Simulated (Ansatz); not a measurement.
# Cu/C/Cu: predicting the conductance of a thicker barrier

Set-up. Ansatz 0.2.0, plane waves with PAW datasets, PBE. Interfaces are relaxed in a short slab (with D3(BJ) where the barrier is layered), set between ideal electrode layers that go on as semi-infinite leads, and the zero-bias conductance G at 300 K comes from T(E) on a typed mesh. The error is the largest of the program's estimates from energy step, mesh, the leads' potential steps and neutrality; its separate bound for narrow resonances between the energies solved isn't counted and can be far larger. The lower electrode is Cu (fcc 111), the upper Cu (fcc 111) and the barrier C (diamond 111), on a net of side 2.524 Å; d is the distance between the electrodes' last planes.

What is known so far:

```
planes in the barrier  d (Å)  G (S/m²)  error (%)  lead step (meV)
                    4   6.62   6.88e14          5               29
                    8  10.75   1.99e14          6               29
                   10  12.82   1.05e14         15               29
                   12  14.88   5.89e13         27               29
                   16  19.01   1.70e13         53               29
                   20  23.14   3.85e12         65               29
```

Q: A further run has 22 planes, d = 25.21 Å. Fit G ∝ exp(−βd) to the rows shown and predict its conductance.

Working: Take y = ln G: 34.16, 32.92, 32.28, 31.71, 30.47 and 28.98. The means are d = 14.54 Å and y = 31.75; Σ(Δd Δy) = −54.06 and Σ(Δd)² = 174.11, so the slope is −0.311 Å⁻¹ (β = 0.311 Å⁻¹). At d = 25.21 Å, y = 31.75 − 0.311 × 10.67 = 28.44, or G = 2.24e12 S/m².

Check: The run gave 1.77e12 S/m², with an error estimate of 69 % and a lead step of 29 meV. The prediction is 1.26 times that, too high by 26 %. That lies within the runs' own error estimates, carried through the fit.

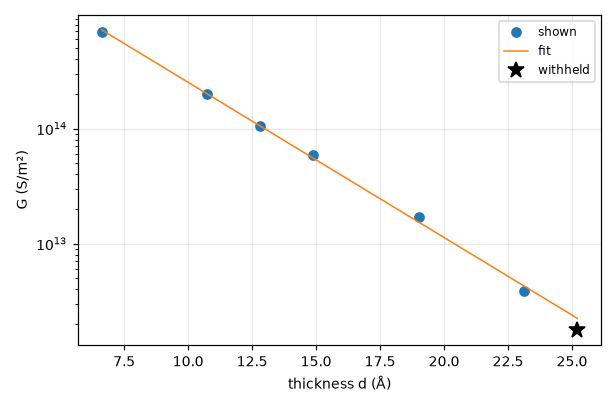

Fit and withheld run.

Caveats: The interfaces are ideal, one cell wide, strained to a common net and relaxed from one registry with their symmetry kept. PBE's gaps are too small, so true decay constants are likely larger where the Fermi level lies deep in a gap. No spin-orbit coupling, phonons, disorder or image charges enter. The rows shown are chosen by tests on error estimates (under 100 to 120 %), lead steps (under 150 meV, though the program warns over 25), intact interfaces and, for fits, a steady trend in the rows shown; the data set holds 414 series of this kind, and not all pass.

[Logs are printed without paths, hosts, clocks, repeated set-up lines and the standing remarks that a program may print on its own settings, such as how far it seeks lower states.]
